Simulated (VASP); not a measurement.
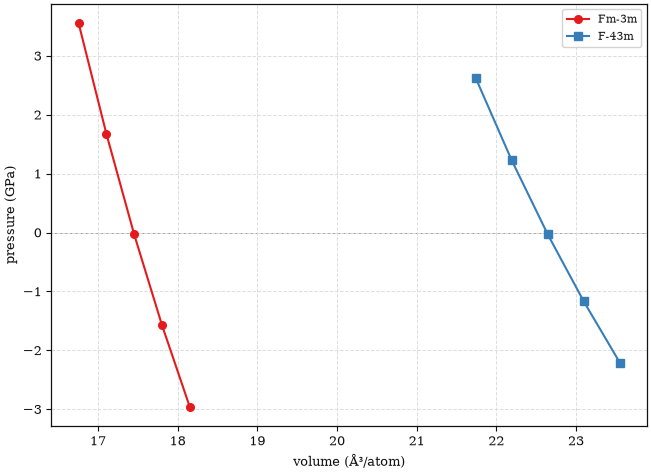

The figure shows the pressure against volume, with one curve for each structure, for MgS.

How it was computed, with VASP 6.6.1: plane-wave DFT, no spin polarisation; energies at scaled volumes of the given cell, shape and fractions fixed, counted from the fit's minimum, third-order Birch-Murnaghan fit. Level: HSE06.

k mesh 6×6×6; occupations Gaussian; smearing width 0.02 eV; potentials VASP PAW PBE potentials, recommended; wave cutoff 520 eV.

Settings that differ: Fm-3m: k mesh 6×6×6; F-43m:.

**Order the curves by fitted equilibrium volume, smallest first.**

Fm-3m 17.455, F-43m 22.643 Å³/atom.

**Order the curves by fitted bulk modulus, smallest first.**

F-43m 60.1, Fm-3m 80.9 GPa.
